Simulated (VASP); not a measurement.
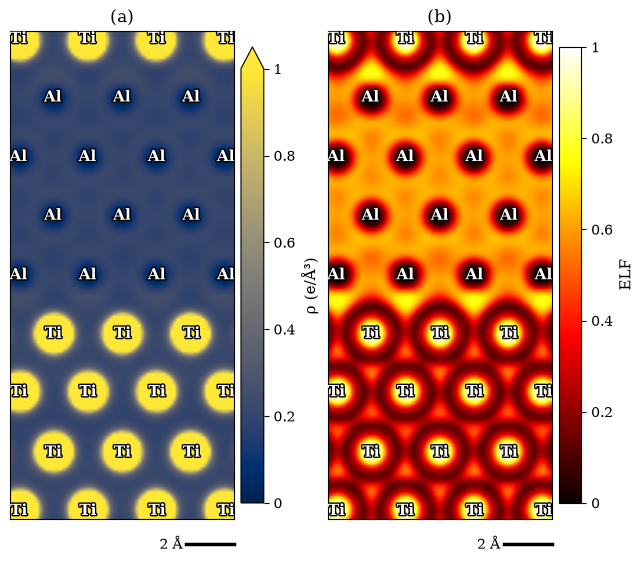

TiAl (interface cell). (a) valence pseudo-density; (b) ELF on the (010) plane of the calculation cell.

All numbers below come from Kohn-Sham DFT of a periodic cell, PBEsol, VASP PAW PBE potentials, recommended in VASP.

```
Ti Al
1.0
     2.86791    0.00000    0.00180
    -1.43396    2.48369    0.00000
    11.44550    6.60806   18.44203
Ti Al
4 4
Direct
  0.51301 0.25651 0.02917
  0.52159 0.26079 0.15257
  0.50738 0.25369 0.28093
  0.51596 0.25798 0.40432
  0.52107 0.26053 0.52837
  0.51176 0.25588 0.65466
  0.51722 0.25861 0.77883
  0.50790 0.25395 0.90512
```

Q: Interpret the plot.

A: Atoms in the plane: Ti and Al.
Ti–Ti (2.81 Å): the density is about 0.21 e/Å³ at the midpoint; the ELF is about 0.20 at the midpoint: no localised pair shows between them.
Ti–Al (2.82 Å): ρ is about 0.21 e/Å³ halfway; the ELF is about 0.40 at the midpoint.
Al–Al (2.83 Å): ρ is about 0.21 e/Å³ halfway; the ELF peaks at about 0.65 between the atoms.
Ti–Ti (2.87 Å): the density is about 0.2 e/Å³ at the midpoint; the ELF is about 0.25 at the midpoint: no shared electron pair shows on this line.
Al–Al (2.87 Å): ρ is about 0.2 e/Å³ halfway; the ELF peaks at about 0.60 between the atoms.
Between the atoms the lowest density in this plane is 0.18 e/Å³.
The features right at Ti lie inside the PAW spheres, where the map follows smoothed inner orbitals and isn't to be read closely.
